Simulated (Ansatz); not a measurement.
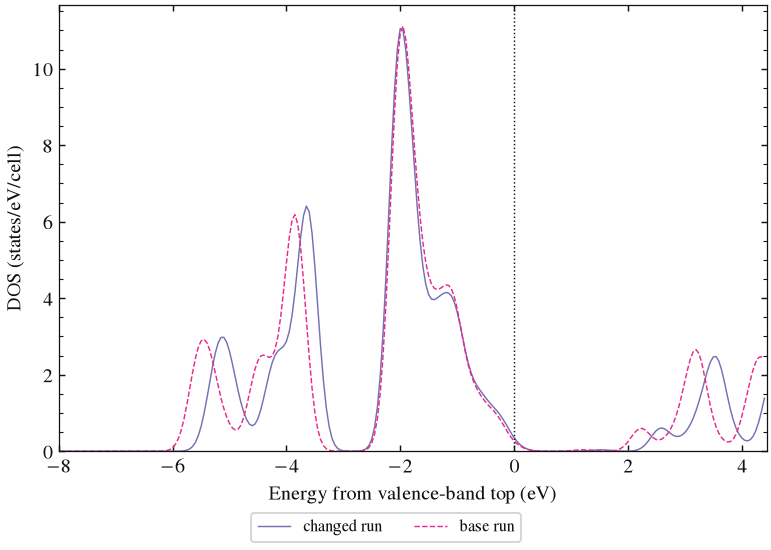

Densities of states of two runs on CuI, space group F-43m (No. 216), 2 atoms in the cell, each from its own valence-band top, built from the levels of each run's k mesh with Gaussians 0.4 eV wide, which blur the band edges.

Input of the base run:

```
crystal:
  lattice:
    - [0.0, 2.99816825, 2.99816825]
    - [2.99816825, 0.0, 2.99816825]
    - [2.99816825, 2.99816825, 0.0]
  atoms:
    - { symbol: Cu, position: [0.0, 0.0, 0.0] }
    - { symbol: I, position: [0.25, 0.25, 0.25] }
  symmetry: { tolerance: 0.0003 }
kpoints:
  mp_grid: { grid: [5, 5, 5], shift: [0, 0, 0] }
magnetization:
  spin_polarized: false
scf:
  occupations: { method: gaussian, width: 0.0429 }
hamiltonian:
  pseudopotentials: { kind: paw }
  xc: pbe
basis:
  ecutwfc: 420
output:
  forces: true
  stress: true
  eigenvalues: true
```

Launched with:
```bash
ansatz run input.yaml --threads 1 --pin off --max-ram 2560MiB --backend cpu --events-out ev --progress --plain --runs-dir out
```

The second run changes basis.ecutwfc from 420 eV to 18.4 Ry.

What does the change do to the electronic structure?

Answer. The base run has a gap of 1.21 eV on its mesh; the changed run has a gap of 1.54 eV on its mesh. The free energy rises by 1574 meV an atom. The changed setting is too loose to trust, so the base run is the one to use.

On the base run: Spin-orbit coupling is left out, which matters for I.
